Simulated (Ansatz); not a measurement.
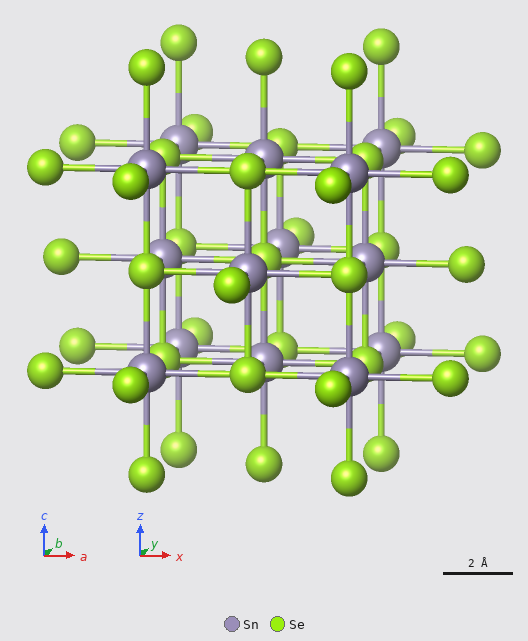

Crystalline SnSe (Fm-3m): the ratio of the cell's length along z to its lengths across, counted as 1 for the reference, is changed at fixed volume (a tetragonal or Bain path), with the atoms kept at their fractional coordinates. x, y and z are the Cartesian axes of the input. The picture shows the reference cell. Style: ball-and-stick. Shown: the conventional cell (4 times the calculation's cell), along the b axis, with a slight tilt. Lengths and directions refer to the drawn axes.

Level of theory: DFT PBEsol, scalar-relativistic, plane waves, PAW in Ansatz 0.2.0. Settings: plane-wave cutoff 420 eV; k-point mesh 10 × 10 × 10; occupations gaussian; smearing width 0.05 eV; no spin polarisation. Energies (free energies at the smearing named) are counted from the relaxed crystal.

Input
```yaml
crystal:
  lattice:
    - [0.0, 2.9727546651, 2.9727546651]
    - [2.9727546651, 0.0, 2.9727546651]
    - [2.9727546651, 2.9727546651, 0.0]
  atoms:
    - { symbol: Sn, position: [0.0, 0.0, 0.0] }
    - { symbol: Se, position: [0.5, 0.5, 0.5] }
basis:
  ecutwfc: 420
kpoints:
  mp_grid: { grid: [10, 10, 10] }
hamiltonian:
  xc: pbesol
scf:
  occupations: { method: gaussian, width: 0.05 }
output:
  forces: true
  stress: true
  eigenvalues: true
```

Predict the energy profile (the relative ratio: 0.650, 0.707, 0.780, 0.850, 0.920, 0.960, 1.000, 1.050, 1.100, 1.200, 1.300, 1.414, 1.500).

Answer.
```tsv
axial ratio over its reference value	energy change (meV/atom)
0.650	1708
0.707	1026
0.780	518
0.850	225
0.920	57
0.960	13
1.000	0
1.050	17
1.100	60
1.200	193
1.300	362
1.414	577
1.500	743
```

The lowest computed point lies at the relative ratio 1.00 (0 meV/atom). The distortion takes the space group from Fm-3m to I4/mmm. At the relative ratio 1.50 the cell of the drawing goes a 5.946 → 5.194 Å, b 5.946 → 5.194 Å, c 5.946 → 7.791 Å. The band gap on the mesh, 0.47 eV in the reference, closes at 0.65, 0.707, 0.78, 0.85, 1.20, 1.30, 1.414, 1.50.

The computed profile:

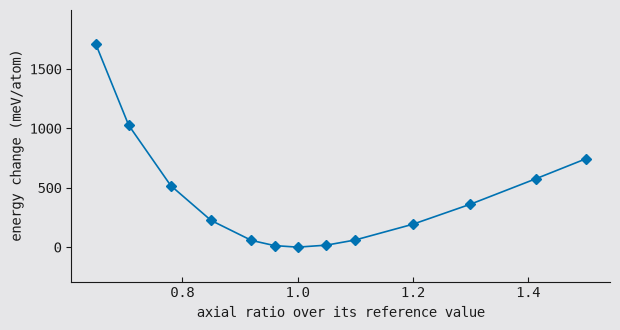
